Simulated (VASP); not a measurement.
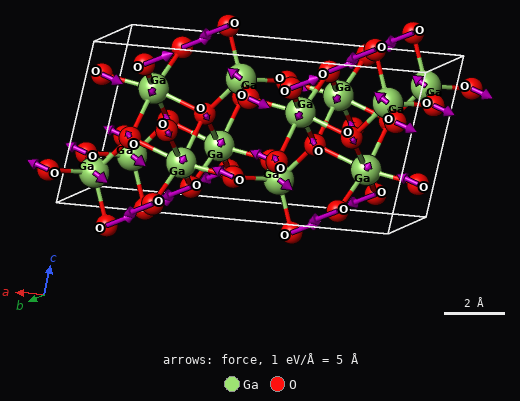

Starting geometry of crystalline Ga₂O₃ (set up in C2/m) with the computed forces as purple arrows. The picture is a ball-and-stick view of the conventional cell (2 times the calculation's cell), seen from a free direction. Lengths and directions refer to the drawn axes.

The run lets the atoms move in a fixed cell.

All numbers below come from Kohn-Sham DFT of a periodic cell, PBE, VASP PAW PBE potentials, recommended (VASP).

Input file:
```
SYSTEM = Ga2O3
PREC = Accurate
ENCUT = 520
EDIFF = 1E-7
ISMEAR = -1
SIGMA = 0.05
LREAL = .FALSE.
LASPH = .TRUE.
NELM = 100
ALGO = Normal
ISIF = 2
LWAVE = .FALSE.
LCHARG = .FALSE.
GGA = PE
IBRION = 2
NSW = 40
EDIFFG = -0.02
```

Run as
```bash
cat potpaw_PBE.64/Ga_d/POTCAR potpaw_PBE.64/O/POTCAR > POTCAR
mpirun -np 1 vasp_std > vasp.out
```

**Is this structure relaxed? If not, where do the atoms go?**

It isn't relaxed: the largest force vector, on O atoms, is 0.24 eV/Å. The final displacements follow the starting forces only in part (cosine between the two patterns 0.73). The largest moves, 0.062 Å, are those of O atoms. Largest moves by element: O 0.062 Å, Ga 0.013 Å. The lattice vectors keep their values. Among the contacts that change: Ga–O 1.832 → 1.843 Å, Ga–O 2.005 → 2.016 Å, Ga–O 1.937 → 1.948 Å, Ga–O 2.074 → 2.067 Å. The space group stays C2/m (No. 12). After 10 geometry steps the energy has fallen by 17.6 meV per cell of the calculation. The largest force component goes from 0.22 to 0.017 eV/Å.
